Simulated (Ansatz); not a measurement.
# Geometry relaxation of Al₂Ru

The run: geometry relaxation of Al₂Ru (6 atoms in the cell). Method and program: DFT PBEsol, scalar-relativistic, plane waves, PAW, no spin polarisation (Ansatz 0.2.0).

The structure derives from a Materials Project entry. Figures and captions count atoms from 1; the log counts them from 0 in places.

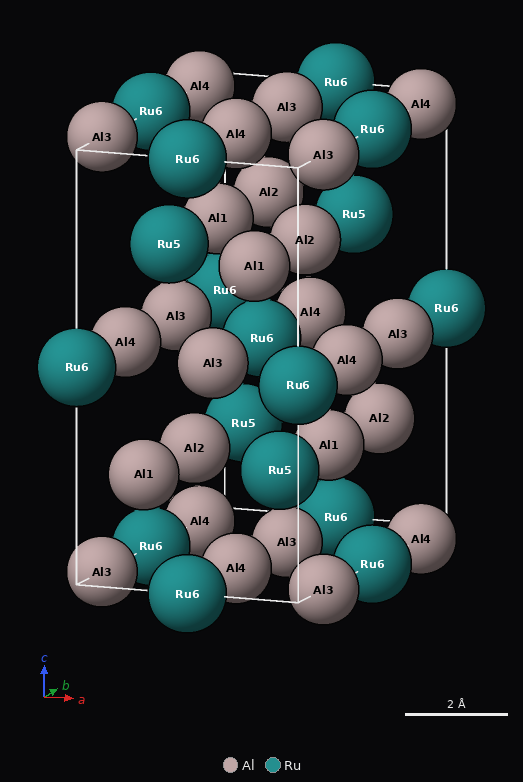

**Figure 1.** The input geometry (spheres-only view of the cell 4 times as large as that of the calculation, set on its symmetry axes, seen slightly off an axis; atoms are numbered from 1 in the order of the input).

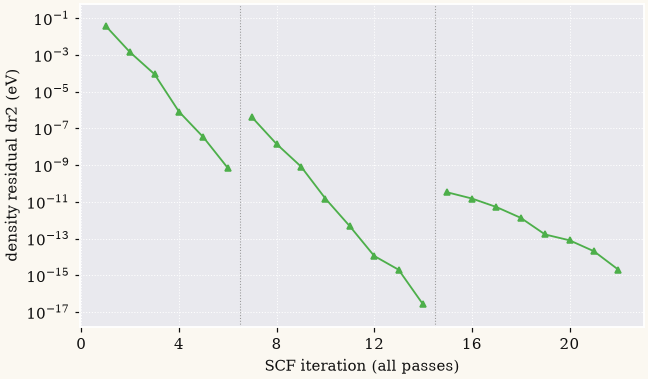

**Figure 2.** Convergence of the self-consistent field: density residual dr2 against the SCF iteration. The dotted lines part the SCF passes of the relaxation: geometry steps, rejected trials and re-solves on a re-selected basis. The passes take 6, 8 and 8 iterations.

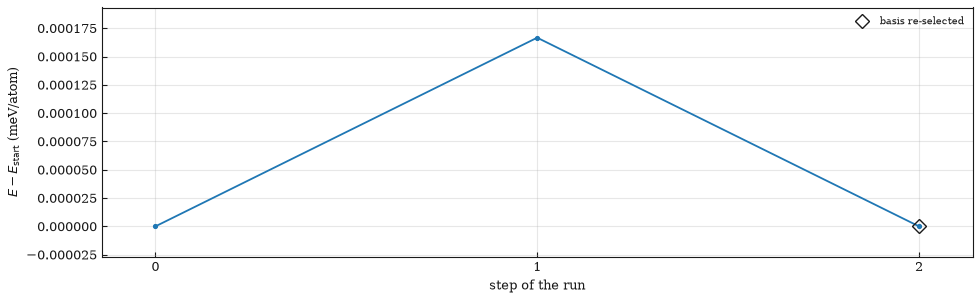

**Figure 3.** Progress of the relaxation, step by step (the first geometry is step 0 here and step 1 in the log). Over 1 geometry step the energy rises by next to nothing (0.0 meV per atom). Largest force component: 0.002 eV/Å at the start, 0.00048 eV/Å at the end. Pressure: 0.00 GPa at the start and 0.00 GPa at the end. No atom moves by more than 0.005 Å. The cell doesn't change. The space group stays Fddd (No. 70). A last SCF at the same geometry on a re-selected plane-wave basis shifts the energy by next to nothing (0.0 meV per atom).

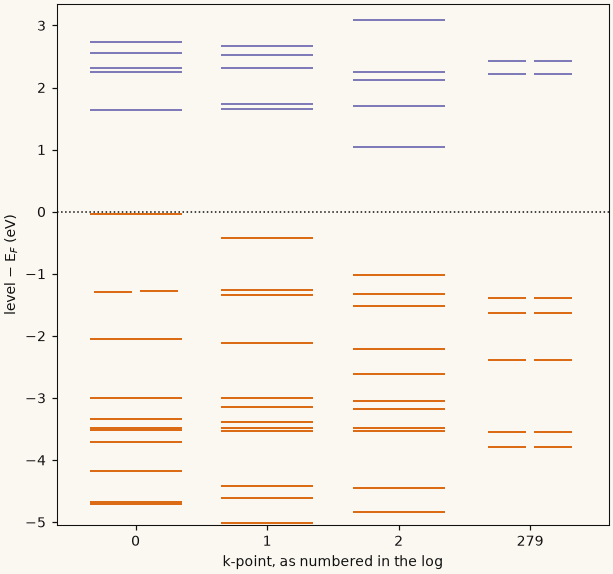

**Figure 4.** Kohn–Sham levels near the Fermi level (dotted) at the few k-points that the log prints; levels within 0.02 eV of each other stand side by side. Among these points the highest filled and lowest empty levels are 1.08 eV apart; the gap on the full mesh, 0.08 eV, has an edge at a point that isn't printed.

The input that produced these results follows, with the program's output.

## Input
```yaml
crystal:
  lattice:
    - [0.0, 3.9876479934, 4.3850793244]
    - [2.3505691334, 0.0, 4.3850793244]
    - [2.3505691334, 3.9876479934, 0.0]
  atoms:
    - { symbol: Al, position: [0.0789481731, 0.4210518269, 0.0789481731] }
    - { symbol: Al, position: [0.4210518269, 0.0789481731, 0.4210518269] }
    - { symbol: Al, position: [0.1710518269, 0.8289481731, 0.1710518269] }
    - { symbol: Al, position: [0.8289481731, 0.1710518269, 0.8289481731] }
    - { symbol: Ru, position: [0.75, 0.75, 0.75] }
    - { symbol: Ru, position: [0.5, 0.5, 0.5] }
basis:
  ecutwfc: 420
kpoints:
  mp_grid: { grid: [12, 12, 12] }
hamiltonian:
  xc: pbesol
scf:
  occupations: { method: gaussian, width: 0.01 }
output:
  forces: true
  stress: true
  eigenvalues: true
relax:
  adjacent_minimum: "off"
  f_tol: 0.001
  max_steps: 60
  cell: { stress_tol: 0.01 }
```

Command:
```bash
ansatz run input.yaml --threads 8 --pin off --max-ram 22528MiB --backend cpu --events-out ev --progress --plain --runs-dir out
```

## Output
```
Engine: ansatz 0.2.0, aarch64-unknown-linux-gnu
Pseudopotentials: kind: paw
Pseudopotential: Al, paw, valence charge 3, recommended cutoff 420 eV (normal), Al.paw.azcp
Pseudopotential: Ru, paw, valence charge 16, recommended cutoff 420 eV (normal), Ru.paw.azcp
Functional definition: PBEsol
  exchange = pbesol_x
  correlation = pbesol_c
Crystal: 6 atoms, lattice volume = 82.205 Å³
Basis set: ecut = 420 eV, 1621 PW (Γ), exchange–correlation on 80×72×64 points (8 copies of the dense FFT grid, shifted against one another)
Bands: 28, of which v1, the nominal top of the filled ones, is band 22 counted from 1 (21 counted from 0)
Symmetry: 8 space group operations
Space group: Fddd (ITA 70), of the structure as read, at distance tolerance 4.3e-5 Å
k-points: 280 of 1728
Non-local potential: Al, projectors of the file, l = 0: 2, l = 1: 2, l = 2: 1
Non-local potential: Ru, projectors of the file, l = 0: 3, l = 1: 2, l = 2: 2, l = 3: 1
PAW form: soft (Blöchl's): semilocal exchange-correlation on the pseudo side does not see the compensation charge
PAW frozen core: Al, regenerated for the run's functional, and the local potential with it (the file was generated under x = pbe(κ = 0.804, μ = 0.2195149727645171), c = pbe(β = 0.06672455060314922))
PAW frozen core: Ru, regenerated for the run's functional, and the local potential with it (the file was generated under x = pbe(κ = 0.804, μ = 0.2195149727645171), c = pbe(β = 0.06672455060314922))
PAW one-centre angular grid: Al, 110 points (default); XC on 64 Gauss nodes
PAW one-centre angular grid: Ru, 590 points (default); XC on 64 Gauss nodes
Initial density: superposition of atomic densities (neutral atoms: chi_scale 0, normalization atom), corrected by the library's trained network
Initial wavefunctions: pseudopotential atomic-orbital guess
Functional: x = pbesol(κ = 0.804, μ = 0.12345679012345678), c = pbesol(β = 0.046)
SCF iter   1: F=—  HF=-13735.326839 eV  |F-HF|=—  |Δ(HF+E_count)|=         —  Δρ=6.56e-3  dr2=3.82e-2  ethr=1.77e-3  ⟨swp⟩=7.2  Hψ=37386  notcnv=0
preconditioner: auto → none  [insulator: Δε(μ)=0.158 eV  Ē_g=6.547 eV  σ=0.010 eV  W_gap=1.00  n_scr=16 (ndim 8)  ℏωp=21.7 eV  f_vac=0.000  D(μ)=0.00/eV (n_scr^D=0)  ε∞_Penn≈12.0]
SCF iter   2: F=—  HF=-13735.320389 eV  |F-HF|=—  |Δ(HF+E_count)|=   6.45e-3  Δρ=1.90e-3  dr2=1.40e-3  ethr=8.68e-5  ⟨swp⟩=3.0  Hψ=15352  notcnv=0  defer=402
SCF iter   3: F=—  HF=-13735.320301 eV  |F-HF|=—  |Δ(HF+E_count)|=   8.84e-5  Δρ=6.07e-4  dr2=8.97e-5  ethr=3.18e-6  ⟨swp⟩=2.3  Hψ=12669  notcnv=0  defer=403
SCF iter   4: F=—  HF=-13735.320291 eV  |F-HF|=—  |Δ(HF+E_count)|=   1.02e-5  Δρ=3.37e-5  dr2=8.24e-7  ethr=2.04e-7  ⟨swp⟩=1.2  Hψ=7533  notcnv=0  defer=403
iter 5 did not close the SCF: its close was put off for the readings that it lacked (scf_convergence_deferred on its scf_iter line)
SCF iter   5: F=-13735.320291 eV  HF=-13735.320291 eV  |F-HF|=8.48e-10  |Δ(HF+E_count)|=   2.24e-7  Δρ=1.02e-5  dr2=3.33e-8  ethr=1.87e-9  ⟨swp⟩=2.0  Hψ=13479  notcnv=0  defer=403
SCF iter   6: F=-13735.320291 eV  HF=-13735.320291 eV  |F-HF|=4.73e-11  |Δ(HF+E_count)|=   5.65e-9  Δρ=1.55e-6  dr2=7.04e-10  ethr=7.57e-11  ⟨swp⟩=5.8  Hψ=28595  notcnv=0
SCF 1 converged in 6 iterations: F = -13735.320291 eV  dr2 = 7.04e-10
  greatest PAW one-centre occupation: 0.999 electrons in one spin orbital (limit 2), on the Ru atom at site 5 (counted from 0), in its partial waves of l = 0
relax step   1: F+E_penalty+E_count = -13735.32029063 eV  Δ(F+E_penalty+E_count) = +0.000e0 eV  max|allowed force component| = 1.969e-3 eV/Å  Δτ_max = 0.0000 Å  P = +0.004 GPa  Ω = 82.205 Å³  (6 SCF iters, dr2 threshold 1.00e-7 eV, accepted)
Crystal: 6 atoms, lattice volume = 82.208 Å³
Initial density: handed on by an earlier stage of this run
Initial wavefunctions: those handed on with the density
iter 1 solved again at ethr=8.77e-10 eV; its pass at ethr=3.10e-3 eV (dr2=3.86e-7 eV) is discarded
SCF iter   1: F=—  HF=-13735.320312 eV  |F-HF|=—  |Δ(HF+E_count)|=         —  Δρ=1.59e-5  dr2=3.96e-7  ethr=8.77e-10  ⟨swp⟩=2.8  Hψ=39317  notcnv=0
preconditioner: auto → none  [insulator: Δε(μ)=0.079 eV  Ē_g=6.547 eV  σ=0.010 eV  W_gap=1.00  n_scr=16 (ndim 8)  ℏωp=21.7 eV  f_vac=0.000  D(μ)=0.00/eV (n_scr^D=0)  ε∞_Penn≈12.0]
SCF iter   2: F=—  HF=-13735.320290 eV  |F-HF|=—  |Δ(HF+E_count)|=   2.21e-5  Δρ=4.21e-6  dr2=1.42e-8  ethr=8.77e-10  ⟨swp⟩=2.6  Hψ=12077  notcnv=0
SCF iter   3: F=—  HF=-13735.320290 eV  |F-HF|=—  |Δ(HF+E_count)|=   3.31e-9  Δρ=1.20e-6  dr2=8.41e-10  ethr=3.23e-11  ⟨swp⟩=1.6  Hψ=9376  notcnv=0
iter 4 did not close the SCF: its close was put off for the readings that it lacked (scf_convergence_deferred on its scf_iter line)
SCF iter   4: F=-13735.320290 eV  HF=-13735.320290 eV  |F-HF|=7.28e-12  |Δ(HF+E_count)|=  1.09e-10  Δρ=1.50e-7  dr2=1.51e-11  ethr=1.91e-12  ⟨swp⟩=2.5  Hψ=11474  notcnv=0
iter 5 did not close the SCF: its close was put off for the readings that it lacked (scf_convergence_deferred on its scf_iter line)
SCF iter   5: F=-13735.320290 eV  HF=-13735.320290 eV  |F-HF|=1.82e-12  |Δ(HF+E_count)|=  1.82e-12  Δρ=2.99e-8  dr2=4.71e-13  ethr=1.00e-12  ⟨swp⟩=1.0  Hψ=7841  notcnv=0
iter 6 did not close the SCF: its close was put off for the readings that it lacked (scf_convergence_deferred on its scf_iter line)
SCF iter   6: F=-13735.320290 eV  HF=-13735.320290 eV  |F-HF|=3.64e-12  |Δ(HF+E_count)|=  1.82e-12  Δρ=5.19e-9  dr2=1.13e-14  ethr=1.00e-12  ⟨swp⟩=1.0  Hψ=7840  notcnv=0
iter 7 did not close the SCF: its close was put off for the readings that it lacked (scf_convergence_deferred on its scf_iter line)
SCF iter   7: F=-13735.320290 eV  HF=-13735.320290 eV  |F-HF|=1.82e-12  |Δ(HF+E_count)|=  3.64e-12  Δρ=1.90e-9  dr2=2.00e-15  ethr=1.00e-12  ⟨swp⟩=1.0  Hψ=7840  notcnv=0
SCF iter   8: F=-13735.320290 eV  HF=-13735.320290 eV  |F-HF|=9.09e-12  |Δ(HF+E_count)|=  1.82e-12  Δρ=2.86e-10  dr2=2.60e-17  ethr=1.00e-12  ⟨swp⟩=1.7  Hψ=17165  notcnv=0
SCF 2 converged in 8 iterations: F = -13735.320290 eV  dr2 = 2.60e-17
relax step   2: F+E_penalty+E_count = -13735.32029037 eV  Δ(F+E_penalty+E_count) = +2.539e-7 eV  max|allowed force component| = 4.826e-4 eV/Å  Δτ_max = 0.0001 Å  P = -0.002 GPa  Ω = 82.208 Å³  energy of the carried Pulay correction = -1.138e-6 eV  (8 SCF iters, dr2 threshold 2.54e-10 eV, accepted)
Initial wavefunctions: pseudopotential atomic-orbital guess (no wavefunctions were taken with the density)
iter 1 solved again at ethr=1.21e-7 eV; its pass at ethr=3.10e-3 eV (dr2=5.32e-5 eV) is discarded
SCF iter   1: F=—  HF=-13735.320313 eV  |F-HF|=—  |Δ(HF+E_count)|=         —  Δρ=2.73e-7  dr2=3.29e-11  ethr=1.21e-7  ⟨swp⟩=3.0  Hψ=57808  notcnv=0
eigensolver tolerance schedule: the retry pair's looser diagonalisation over-reported the residual by 1614630.42 of it (diagonalisation noise at an unbounded share of the residual, at the tolerance the schedule requests for it); recorded, not acted on — ethr = c·dr2/N_el stays at c = 1.0e-1
SCF iter   2: F=—  HF=-13735.320291 eV  |F-HF|=—  |Δ(HF+E_count)|=   2.22e-5  Δρ=1.71e-7  dr2=1.52e-11  ethr=1.00e-12  ⟨swp⟩=3.0  Hψ=18352  notcnv=0
SCF iter   3: F=—  HF=-13735.320291 eV  |F-HF|=—  |Δ(HF+E_count)|=  7.28e-12  Δρ=1.14e-7  dr2=5.26e-12  ethr=1.00e-12  ⟨swp⟩=1.0  Hψ=7840  notcnv=0
iter 4 did not close the SCF: its close was put off for the readings that it lacked (scf_convergence_deferred on its scf_iter line)
SCF iter   4: F=-13735.320291 eV  HF=-13735.320291 eV  |F-HF|=1.82e-12  |Δ(HF+E_count)|=  1.82e-12  Δρ=5.99e-8  dr2=1.35e-12  ethr=1.00e-12  ⟨swp⟩=1.0  Hψ=7840  notcnv=0
iter 5 did not close the SCF: its close was put off for the readings that it lacked (scf_convergence_deferred on its scf_iter line)
SCF iter   5: F=-13735.320291 eV  HF=-13735.320291 eV  |F-HF|=5.46e-12  |Δ(HF+E_count)|=  1.82e-12  Δρ=2.05e-8  dr2=1.67e-13  ethr=1.00e-12  ⟨swp⟩=1.0  Hψ=7840  notcnv=0
iter 6 did not close the SCF: its close was put off for the readings that it lacked (scf_convergence_deferred on its scf_iter line)
SCF iter   6: F=-13735.320291 eV  HF=-13735.320291 eV  |F-HF|=3.64e-12  |Δ(HF+E_count)|=  1.82e-12  Δρ=1.41e-8  dr2=8.05e-14  ethr=1.00e-12  ⟨swp⟩=1.0  Hψ=7840  notcnv=0
iter 7 did not close the SCF: its close was put off for the readings that it lacked (scf_convergence_deferred on its scf_iter line)
SCF iter   7: F=-13735.320291 eV  HF=-13735.320291 eV  |F-HF|=3.64e-12  |Δ(HF+E_count)|=  1.82e-12  Δρ=7.07e-9  dr2=2.04e-14  ethr=1.00e-12  ⟨swp⟩=1.0  Hψ=7840  notcnv=0
SCF iter   8: F=-13735.320291 eV  HF=-13735.320291 eV  |F-HF|=1.82e-12  |Δ(HF+E_count)|=    0.00e0  Δρ=2.18e-9  dr2=2.02e-15  ethr=1.00e-12  ⟨swp⟩=2.0  Hψ=22564  notcnv=0
SCF 3 converged in 8 iterations: F = -13735.320291 eV  dr2 = 2.02e-15
relax step   3: F+E_penalty+E_count = -13735.32029118 eV  Δ(F+E_penalty+E_count) = -8.099e-7 eV  max|allowed force component| = 4.825e-4 eV/Å  Δτ_max = 0.0000 Å  P = -0.002 GPa  Ω = 82.208 Å³  stress off target by 6.61e-3 GPa  SCF on the basis re-selected at this cell (its energy is not comparable with the rows above)  (8 SCF iters)
basis re-selected at this cell: Δ(F+E_penalty+E_count) = -8.099e-7 eV, ΔP = +0.000 GPa vs the last step (what re-selecting the basis moved, of the pressure what is left beyond the Pulay correction that the steps carried, after the strain that the cell walked since its last selection, with what the two solves' SCF thresholds leave and, on support functions, any second-order correction that the steps lacked; it is no measure of the basis error at this ecutwfc). This SCF's stress stands 6.61e-3 GPa from its target on what of the cell is left free (relax.cell.stress_tol is 1.00e-2 GPa) and its largest allowed force component is 4.82e-4 eV/Å (relax.f_tol is 1.00e-3 eV/Å): within both
SCF converged after 8 iterations
Free energy (F): -13735.320291 eV
Harris-Foulkes:  -13735.320291 eV  (|F-HF|=1.82e-12)
Internal energy: -13735.320291 eV  (E = F + TS)
E sigma→0 (E₀):  -13735.320291 eV
Fermi energy:    14.169131 eV
--- Per-component energies (eV) ---
  E_band       = -288.736853
  E_kinetic    = 1133.842312
  E_local      = -4202.022146  (includes V_loc(G=0)·N_el)
  E_nonlocal   = 732.961154
  E_hartree    = 1554.866725
  E_xc         = -542.194726
  E_vxc        = -601.267762  (∫ρ·V_xc dr)
  E_paw        = -8620.113896  (= ΣΔE_a)
  E_vpaw       = -461.983461  (= ΣTr[D̂ρ^β])
  E_aug_tail   = -0.000400  (compensation charges beyond the density's cutoff)
  E_ewald      = -3793.242463
  E_core_change = 0.583148  (= ΣΔE_core)
  E_smearing   = -0.000000  (= −TS)
  E_closure    = -0.000000  (closes the sum)
  Σ components = -13735.320291   (vs F -13735.320291, Δ=0.00e0)
--- Forces (eV/Å), atoms counted from 1 ---
  atom   1  Al     0.00000000    -0.00048247     0.00000000
  atom   2  Al     0.00000000     0.00048247     0.00000000
  atom   3  Al     0.00000000     0.00048247     0.00000000
  atom   4  Al     0.00000000    -0.00048247     0.00000000
  atom   5  Ru     0.00000000     0.00000000     0.00000000
  atom   6  Ru     0.00000000     0.00000000     0.00000000
  max |Σ_I F_I| component: 0.00e0 eV/Å
--- Stress (GPa, compression-positive) ---
        0.005067       0.000000       0.000000
        0.000000      -0.003403       0.000000
        0.000000       0.000000      -0.006609
  P = ⅓ Tr σ = -0.0016 GPa (-0.016 kbar)
--- Band table (eV; the first three rows and the last of 280) ---
  k-point 0: bands = ["-58.3687", "-58.3558", "-28.5301", "-28.4459", "-28.4431", "-28.3936", "-28.3820", "-28.3773", "3.0664", "7.8844", "9.4533", "9.4989", "9.9854", "10.4643", "10.6591", "10.6867", "10.8383", "11.1715", "12.1163", "12.8804", "12.8998", "14.1301", "15.8126", "16.4206", "16.4887", "16.7259", "16.9098", "17.5599"]
  k-point 1: bands = ["-58.3685", "-58.3560", "-28.5294", "-28.4510", "-28.4388", "-28.3939", "-28.3820", "-28.3773", "3.1489", "7.8883", "9.1585", "9.5583", "9.7514", "10.6335", "10.6930", "10.7858", "11.0194", "11.1757", "12.0512", "12.8308", "12.9103", "13.7531", "15.8309", "15.8980", "16.4769", "16.6878", "16.8421", "17.7978"]
  k-point 2: bands = ["-58.3680", "-58.3565", "-28.5273", "-28.4577", "-28.4344", "-28.3945", "-28.3823", "-28.3771", "3.3938", "7.8750", "8.6916", "9.3249", "9.7143", "10.6355", "10.6795", "10.9984", "11.1272", "11.5628", "11.9646", "12.6529", "12.8479", "13.1446", "15.2071", "15.8684", "16.2868", "16.4152", "17.2510", "18.0334"]
  k-point 279: bands = ["-58.3622", "-58.3622", "-28.4881", "-28.4881", "-28.4281", "-28.4281", "-28.3716", "-28.3716", "5.0011", "5.0011", "8.9300", "8.9300", "10.3756", "10.3756", "10.6213", "10.6213", "11.7855", "11.7855", "12.5390", "12.5390", "12.7779", "12.7779", "16.3843", "16.3843", "16.6040", "16.6040", "17.7649", "17.7649"]
--- Relaxed structure (2 steps of the walk, 2 accepted, 1 SCFs on fresh bases) ---
  F+E_penalty+E_count = -13735.32029118 eV   max|allowed force component| = 4.825e-4 eV/Å   (the final SCF, on the basis selected at the relaxed cell)
  cell:  # Å, volume = 82.2083 Å³
    - [0.0, 3.9878161342080998, 4.384969432574307]
    - [2.3506280289163834, 0.0, 4.384969432574307]
    - [2.3506280289163834, 3.9878161342080998, 0.0]
  atoms:
    - { symbol: Al, position: [0.07893075752794701, 0.4210692424720529, 0.07893075752794707] }
    - { symbol: Al, position: [0.4210692424720529, 0.07893075752794707, 0.4210692424720529] }
    - { symbol: Al, position: [0.17106924247205296, 0.828930757527947, 0.17106924247205307] }
    - { symbol: Al, position: [0.828930757527947, 0.17106924247205285, 0.8289307575279472] }
    - { symbol: Ru, position: [0.75, 0.75, 0.75] }
    - { symbol: Ru, position: [0.4999999999999999, 0.5, 0.5] }
```

## Trajectory as extended XYZ (Å, eV, eV/Å), 3 frames, from step=1 to step=3
```
6
Lattice="0.0000 3.9876 4.3851 2.3506 0.0000 4.3851 2.3506 3.9876 0.0000" Properties=species:S:1:pos:R:3:forces:R:3 step=1 energy=-13735.32029 pressure_GPa=0.00
Al    1.1753    0.6296    2.1925    0.0000  -0.0020   0.0000
Al    1.1753    3.3580    2.1925    0.0000   0.0020   0.0000
Al    2.3506    1.3642    4.3851    0.0000   0.0020   0.0000
Al    2.3506    6.6111    4.3851    0.0000  -0.0020   0.0000
Ru    3.5259    5.9815    6.5776    0.0000   0.0000   0.0000
Ru    2.3506    3.9876    4.3851    0.0000   0.0000   0.0000
6
Lattice="0.0000 3.9878 4.3850 2.3506 0.0000 4.3850 2.3506 3.9878 0.0000" Properties=species:S:1:pos:R:3:forces:R:3 step=2 energy=-13735.32029 pressure_GPa=-0.00
Al    1.1753    0.6295    2.1925    0.0000  -0.0005   0.0000
Al    1.1753    3.3583    2.1925    0.0000   0.0005   0.0000
Al    2.3506    1.3644    4.3850    0.0000   0.0005   0.0000
Al    2.3506    6.6112    4.3850    0.0000  -0.0005   0.0000
Ru    3.5259    5.9817    6.5775    0.0000   0.0000   0.0000
Ru    2.3506    3.9878    4.3850    0.0000   0.0000   0.0000
6
Lattice="0.0000 3.9878 4.3850 2.3506 0.0000 4.3850 2.3506 3.9878 0.0000" Properties=species:S:1:pos:R:3:forces:R:3 step=3 energy=-13735.32029 pressure_GPa=-0.00
Al    1.1753    0.6295    2.1925    0.0000  -0.0005   0.0000
Al    1.1753    3.3583    2.1925    0.0000   0.0005   0.0000
Al    2.3506    1.3644    4.3850    0.0000   0.0005   0.0000
Al    2.3506    6.6112    4.3850    0.0000  -0.0005   0.0000
Ru    3.5259    5.9817    6.5775    0.0000   0.0000   0.0000
Ru    2.3506    3.9878    4.3850    0.0000   0.0000   0.0000
```

## Summary

```csv
quantity,value
outcome,converged
space group (tolerance 0.01 Å),Fddd (70)
electrons treated,44
free energy,−13735.3203 eV
Fermi energy,14.169 eV
gap on the k-point mesh,0.08 eV
pressure,0.00 GPa
final volume,82.21 Å³
largest force (length of the vector) at the end,under 0.001 eV/Å
final cell,"a = 5.927 Å, b = 4.975 Å, c = 4.629 Å, α = 76.12°, β = 54.58°, γ = 49.30°"
hardware,"8 threads of Arm Neoverse V1, 24 GiB of memory available, shared host"
wall time,17 s (CPU time 2.1 min)
peak memory,0.84 GiB
```
